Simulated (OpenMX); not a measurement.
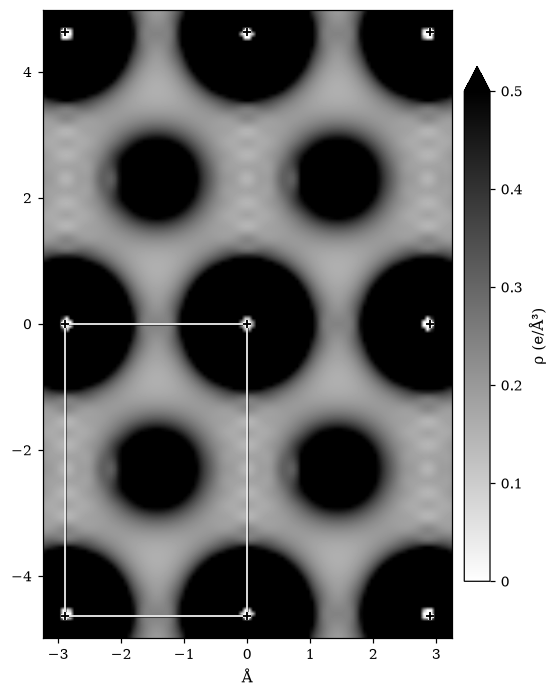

The valence electron density on a plane through atoms (crosses mark nuclei in the plane).

All numbers below come from Kohn-Sham DFT of a periodic cell, PBE, OpenMX 2013 PBE set in OpenMX 3.8.5.

Candidates:
A. WSe4 (slab), a = 3.32 Å, b = 3.32 Å, c = 44.99 Å, α = 90.00°, β = 90.00°, γ = 120.00°. Not relaxed (largest force 0.5 eV/Å).
B. Al2Au, a = 5.92 Å, b = 5.92 Å, c = 5.92 Å, α = 90.00°, β = 90.00°, γ = 90.00°. Space group Fm-3m; computed pressure about 9 GPa in this cell.
C. Pd, a = 2.90 Å, b = 2.90 Å, c = 4.63 Å, α = 90.00°, β = 90.00°, γ = 120.00°. Space group P6₃/mmc; a structure from a database of computed crystals, not necessarily the ambient phase; computed pressure about −9 GPa in this cell.

> Which candidate gave the map?

Candidate C: Pd on the (010) plane of the conventional cell, which holds Pd. Pd–Pd (2.90 Å): ρ at the midpoint is about 0.24 e/Å³.
